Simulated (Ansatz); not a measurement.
C (space group P6_3/mmc, No. 194). Coordinates: coordinates from a relaxation with DFT, PBEsol, plane waves, PAW (Ansatz 0.2.0); the starting structure was generated, so it need not be a known form of this composition.

```cif
data_structure
_symmetry_space_group_name_H-M 'P6_3/mmc'
_symmetry_Int_Tables_number 194
_cell_length_a 2.5054
_cell_length_b 2.5054
_cell_length_c 8.2644
_cell_angle_alpha 90.000
_cell_angle_beta 90.000
_cell_angle_gamma 120.000
_cell_volume 44.93
loop_
_atom_site_label
_atom_site_type_symbol
_atom_site_symmetry_multiplicity
_atom_site_Wyckoff_symbol
_atom_site_fract_x
_atom_site_fract_y
_atom_site_fract_z
_atom_site_occupancy
C1 C 4 e 0.00000 0.00000 0.90705 1
C2 C 4 f 0.33333 0.66667 0.15554 1
```

Bonds are taken as C–C below 1.8 Å. Simplification: prune 0- and 1-connected atoms, fold 2-connected ones into links.

Derive the underlying net.

The result is a binodal (4,4)-connected, three-periodic net: C(4f) is a 4-connected node; C(4e) is a 4-connected node, in the ratio 1:1. It is a single net, without interpenetration.

```json
{"node": "C(4f)", "links": "4", "point symbol": "6⁶", "coordination sequence": "4 12 24 42 66"}
{"node": "C(4e)", "links": "4", "point symbol": "6⁶", "coordination sequence": "4 12 25 44 67"}
```

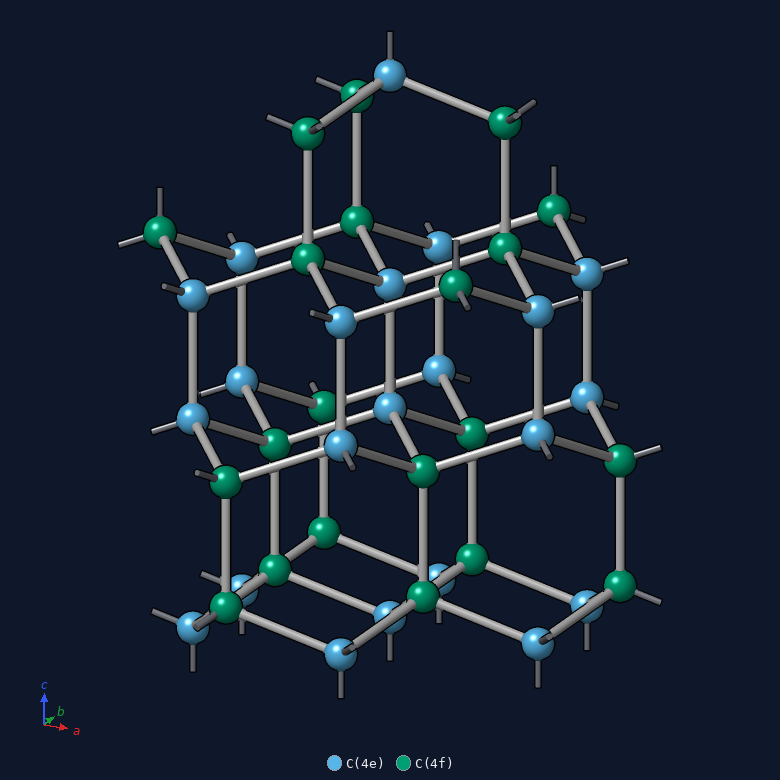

Nodes are coloured by topological kind. Edges to nodes outside the piece are drawn as stubs.
